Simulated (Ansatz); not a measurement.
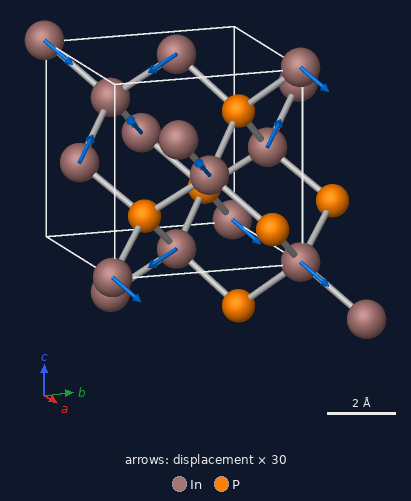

A relaxation of a defect cell of composition In$_{5}$P$_{3}$ (cell charge −2). The starting structure is drawn; blue arrows show the displacements, magnified 30 times.

The picture is a ball-and-stick view of the cell of the calculation, seen slightly off an axis.

Case: In on a P site (d), charge -2, atoms relaxed at the host's cell.

All numbers below come from DFT PBE, scalar-relativistic, plane waves, PAW (Ansatz). Set-up: plane-wave cutoff 420 eV; k-point mesh 3 × 3 × 3; occupations gaussian; smearing width 0.02 eV; no spin polarisation; atoms relaxed in a fixed cell; force threshold 0.025 eV/Å; at most 45 steps.

Q: Which element moves most?

A: Indium: up to 0.039 Å, against 0.000 Å for phosphorus.

Q: What did the optimiser do to the structure, and how much energy did it gain?

A: The largest moves, 0.039 Å, are those of In atoms. P stays in place. The cell doesn't change. Near-neighbour distances that change, for instance: In–In 2.662 → 2.623 Å, In–P 2.555 → 2.567 Å. Over 2 accepted moves (3 points after the start) the energy falls by 43.1 meV per cell of the calculation. The largest force component goes from 0.32 to 0.001 eV/Å. The line search rejected the trial step at point 1 of the run. Cost: 11 s on 4 threads of Intel(R) Xeon(R) Processor @ 2.50GHz (Skylake/Cascade Lake), on a shared host, peak memory 0.53 GiB.

Limits of the set-up: the periodic images lie only 6.0 Å apart, so the values are limited by the cell's size; the cell is charged, on a uniform background, and energies carry no finite-size correction.
